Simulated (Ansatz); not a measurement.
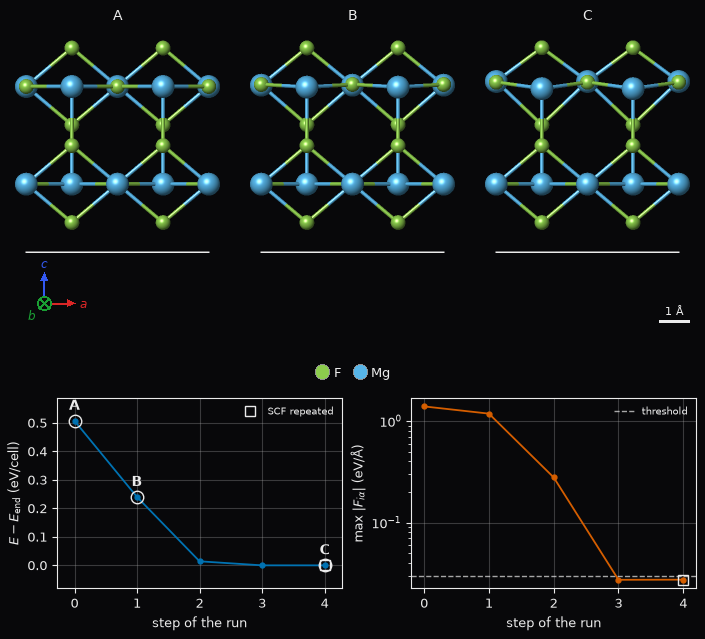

Frames of a constrained relaxation of a slab of composition MgF$_{2}$ (cut from the P4_2/mnm phase), marked on the history of the run. The picture is a ball-and-stick view of the cell of the calculation, outlined in the plane, without the vacuum (origin shifted), seen along the b axis.

Case: clean slab, lower planes held. The slab is the (1 1 0) face of MgF2. 12 atoms are held fixed.

Level of theory: DFT PBE+D3(BJ), scalar-relativistic, plane waves, PAW (Ansatz 0.2.0).

The input:
```yaml
crystal:
  lattice:
    - [6.1524673081, 0.0, 0.0]
    - [0.0, 6.5876575763, 0.0]
    - [0.0, 0.0, 21.8878837728]
  atoms:
    - { symbol: F, position: [0.0, 0.0, 0.3654990169] }
    - { symbol: F, position: [0.5, 0.0, 0.3654990169] }
    - { symbol: Mg, position: [0.0, 0.5, 0.424756801] }
    - { symbol: Mg, position: [0.5, 0.5, 0.424756801] }
    - { symbol: Mg, position: [0.25, 0.0, 0.424756801] }
    - { symbol: Mg, position: [0.75, 0.0, 0.424756801] }
    - { symbol: F, position: [0.25, 0.3031124907, 0.424756801] }
    - { symbol: F, position: [0.75, 0.3031124907, 0.424756801] }
    - { symbol: F, position: [0.25, 0.6968875093, 0.424756801] }
    - { symbol: F, position: [0.75, 0.6968875093, 0.424756801] }
    - { symbol: F, position: [0.0, 0.0, 0.4840145852] }
    - { symbol: F, position: [0.5, 0.0, 0.4840145852] }
    - { symbol: F, position: [0.0, 0.5, 0.5159854148] }
    - { symbol: F, position: [0.5, 0.5, 0.5159854148] }
    - { symbol: Mg, position: [0.0, 0.0, 0.575243199] }
    - { symbol: Mg, position: [0.5, 0.0, 0.575243199] }
    - { symbol: Mg, position: [0.25, 0.5, 0.575243199] }
    - { symbol: Mg, position: [0.75, 0.5, 0.575243199] }
    - { symbol: F, position: [0.25, 0.8031124907, 0.575243199] }
    - { symbol: F, position: [0.75, 0.8031124907, 0.575243199] }
    - { symbol: F, position: [0.25, 0.1968875093, 0.575243199] }
    - { symbol: F, position: [0.75, 0.1968875093, 0.575243199] }
    - { symbol: F, position: [0.0, 0.5, 0.6345009831] }
    - { symbol: F, position: [0.5, 0.5, 0.6345009831] }
basis:
  ecutwfc: 420
kpoints:
  mp_grid: { grid: [3, 3, 1] }
hamiltonian:
  xc: pbe
  dispersion: d3bj
scf:
  occupations: { method: gaussian, width: 0.05 }
output:
  forces: true
  eigenvalues: true
  write_density: true
  write_potential: true
  elf: true
  volumetric_format: npy
relax:
  adjacent_minimum: "off"
  f_tol: 0.03
  max_steps: 70
  constraints: [{ sites: [0, 1, 2, 3, 4, 5, 6, 7, 8, 9, 10, 11] }]
efield:
  axis: 3
  dipole_correction: true
  ramp_width: 0.04
```

Run as
```bash
ansatz run input.yaml --threads 4 --pin off --max-ram 10240MiB --backend cpu --events-out ev --progress --plain --runs-dir out
```

**Describe the path.**

The largest moves, 0.17 Å, are those of Mg17 and Mg18. Mg17 goes along the normal (+c). Largest moves by element: Mg 0.17 Å, F 0.16 Å. The cell stays as it was. Near-neighbour distances that change, for instance: F13–Mg17 2.012 → 2.123 Å, Mg17–F23 2.012 → 1.912 Å, F11–Mg15 1.997 → 1.925 Å, Mg17–F19 1.997 → 2.056 Å. Bond angles that change, for instance: F19–Mg15–F22 180.0° → 167.5°, F23–Mg17–F24 99.7° → 107.1°, Mg17–F23–Mg18 99.7° → 107.1°. Over 3 accepted moves (4 points after the start) the energy falls by 0.507 eV per cell of the calculation. The largest force component goes from 1.4 to 0.027 eV/Å. 1 step only repeated the SCF at the same geometry. From step 0 to 1: F atoms move most (0.07 Å), energy −0.267 eV per cell of the calculation. From step 1 to 4: Mg atoms move most (0.12 Å), energy −0.240 eV per cell of the calculation.
